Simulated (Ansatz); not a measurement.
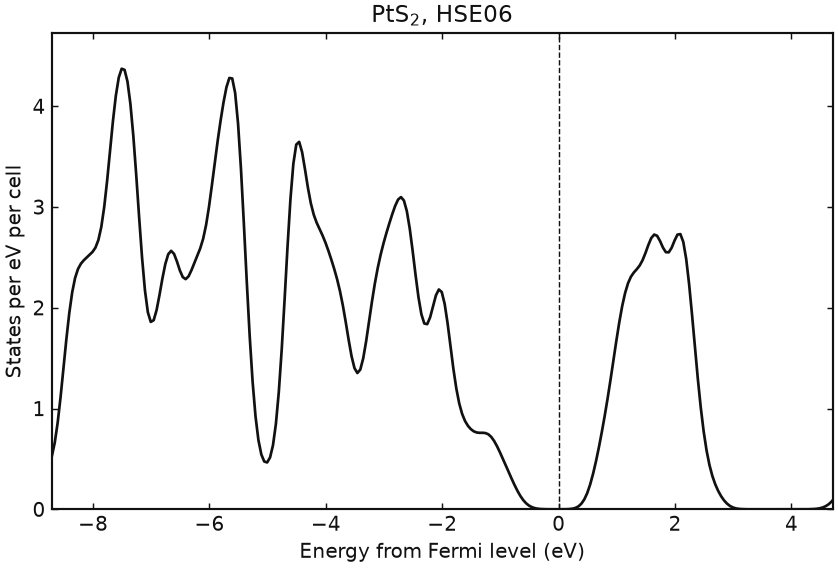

Density of states. Energies are counted from the Fermi level, put mid-gap where there is a gap. The curve is built from the levels of the k mesh with Gaussians 0.4 eV wide, which also blur the band edges.

The Ansatz input:

```
crystal:
  lattice:
    - [3.5526240046, 0.0, 0.0]
    - [-1.7763120023, 3.0766626381, 0.0]
    - [0.0, 0.0, 5.1228330609]
  atoms:
    - { symbol: Pt, position: [0.0, 0.0, 0.0] }
    - { symbol: S, position: [0.3333333333, 0.6666666667, 0.2392541205] }
    - { symbol: S, position: [0.6666666667, 0.3333333333, 0.7607458795] }
kpoints:
  mp_grid: { grid: [6, 6, 4] }
  band_path:
    path:
      - [0.0, 0.0, 0.0]
      - [0.5, 0.0, 0.0]
      - [0.3333333333, 0.3333333333, 0.0]
      - [0.0, 0.0, 0.5]
      - [0.5, 0.0, 0.5]
      - [0.3333333333, 0.3333333333, 0.5]
      - [0.0, 0.169271, 0.1875]
      - [0.0, 0.28125, 0.299479]
      - [0.0, 0.25, 0.3333333333]
    npoints: 1
hamiltonian:
  xc: hse06
scf:
  occupations: { method: fixed }
  n_extra_bands: 4
output:
  forces: true
  stress: true
  eigenvalues: true
```

Command:
```bash
ansatz run input.yaml --threads 2 --pin off --max-ram 2211MiB --backend cpu --events-out ev --progress --plain --runs-dir out
```

Is there a gap at the Fermi level, and how wide?

There is a gap; over the k points computed it is 1.42 eV (indirect; the smallest direct gap is 1.68 eV).

The atoms aren't at rest in this cell (largest force 0.4 eV/Å), so the relaxed material can differ. Spin-orbit coupling is left out, which matters for Pt.
